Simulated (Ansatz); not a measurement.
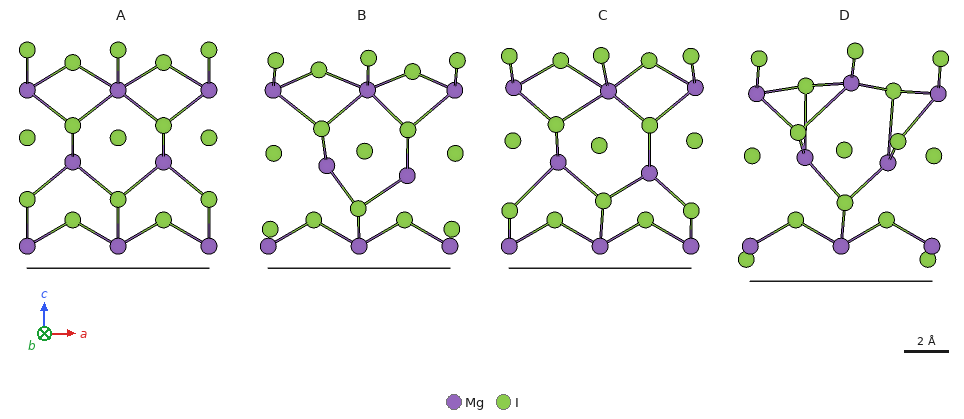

Molecular dynamics of a slab of MgI2(100) (18 atoms in the cell), 600 fs long. It starts from the last geometry of an earlier run, with fresh velocities. 4 frames in shuffled order; frame A is the first. Style: ball-and-stick. Shown: the simulation cell, with the vacuum cut short, along the b axis. Atoms are followed out of the cell. Bonds to atoms that aren't drawn are left out.

Level of theory: DFT LDA, scalar-relativistic, plane waves, PAW (Ansatz 0.2.0). Set-up: plane-wave cutoff 420 eV; k-point mesh 1 × 1 × 1; Fermi-Dirac smearing 0.05 eV; low-accuracy preset; 4 atoms held fixed; Nosé-Hoover thermostat (NVT); set temperature 450 K; time step 2 fs; thermostat time 100.0 fs.

Question: Put the frames in order of time.

Answer: A, C, B, D, at 0 fs, 142 fs, 330 fs, 600 fs; the root-mean-square distance from the start grows as 0.00, 0.36, 0.72, 1.08 Å. In the second half of the run the atoms are, in the root-mean-square, this far from where they began (common drift taken out): I 0.99 Å, Mg 0.52 Å. Against the typical shortest distance between atoms in the first frame, about 2.8 Å these are large excursions, but over 600 fs one can't yet tell strong vibration from the start of diffusion. 1 of the 14 free atoms end more than three quarters of that spacing from the start.

Limits of the set-up: the program's low-accuracy preset was used.

Cost: 16 min on 2 threads of Arm Neoverse V2, on a shared host, peak memory 0.97 GiB.
